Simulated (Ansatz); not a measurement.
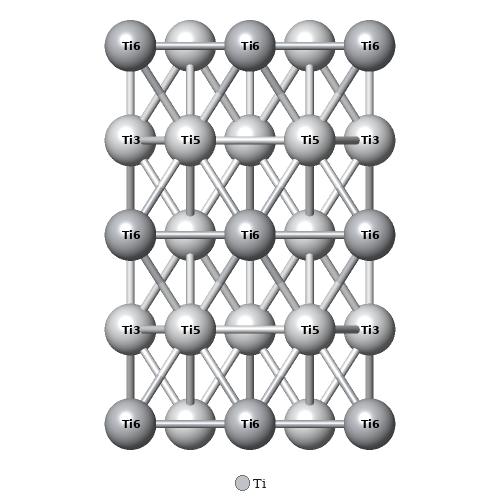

The system is H on a Ti(100) slab cut from the P6_3/mmc phase, its upper half relaxed before the scan (6 atoms of substrate and one adsorbate in a 1 × 1 cell); the picture shows it without the atoms that are moved over the map. H is moved over the surface cell; relaxed at each place: the height of the adsorbate's atoms; substrate rigid; the origin of the map has the adsorbate above Ti6. Places are given modulo a cell vector. The map is drawn in real space over the plane of the surface. The scan uses a 6 × 6 grid; 16 points were computed and 20 follow by symmetry. Energies: eV, counted from the lowest grid point. The relaxed height changes by up to 1.0 Å between neighbouring points. With one adsorbate in each 1 × 1 cell, its nearest image is 2.9 Å away, so neighbouring adsorbates interact. All numbers below come from DFT PBE, scalar-relativistic, plane waves, PAW in Ansatz. Settings: cutoff 420 eV, k-mesh 9×6×1, gaussian smearing 0.1 eV, no spin polarisation.

Range: position of H7 along the first surface vector from 0.000 to 0.833; position of H7 along the second surface vector from 0.000 to 0.833.

### What will the energy surface look like?

The lowest grid point is at the trough between two rows of top atoms, (0/6, 3/6) of the cell vectors. The highest grid point, the top site over a surface Ti atom, (0/6, 0/6) of the cell vectors, lies 1.20 eV above the lowest. At the lowest point the adsorbate has 2 Ti at 1.94 Å as nearest neighbours, at the highest 1 Ti at 1.74 Å. Its relaxed height above the top atom is 0.46 Å at the lowest and 1.74 Å at the highest point.

| second ↓, first → | 0/6 | 1/6 | 2/6 | 3/6 | 4/6 | 5/6 |
| --- | --- | --- | --- | --- | --- | --- |
| 5/6 | 1.18 | 0.98 | 0.48 | 0.05 | 0.48 | 0.98 |
| 4/6 | 0.48 | 0.38 | 0.30 | 0.30 | 0.30 | 0.38 |
| 3/6 | 0.00 | 0.38 | 0.76 | 0.90 | 0.76 | 0.38 |
| 2/6 | 0.48 | 0.38 | 0.30 | 0.30 | 0.30 | 0.38 |
| 1/6 | 1.18 | 0.98 | 0.48 | 0.05 | 0.48 | 0.98 |
| 0/6 | 1.20 | 1.02 | 0.58 | 0.20 | 0.58 | 1.02 |

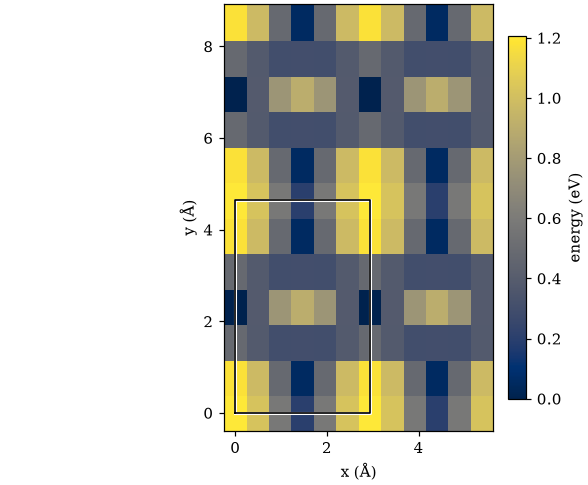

Drawn: one coloured cell a grid point, the outline of one cell of the 2 × 2 shown.

Time for the 16 points that were run: 15 min on 2 threads of Intel(R) Xeon(R) Platinum 8259CL CPU @ 2.50GHz (Skylake/Cascade Lake), with other jobs on the host.

PAW datasets: the set soft_1.
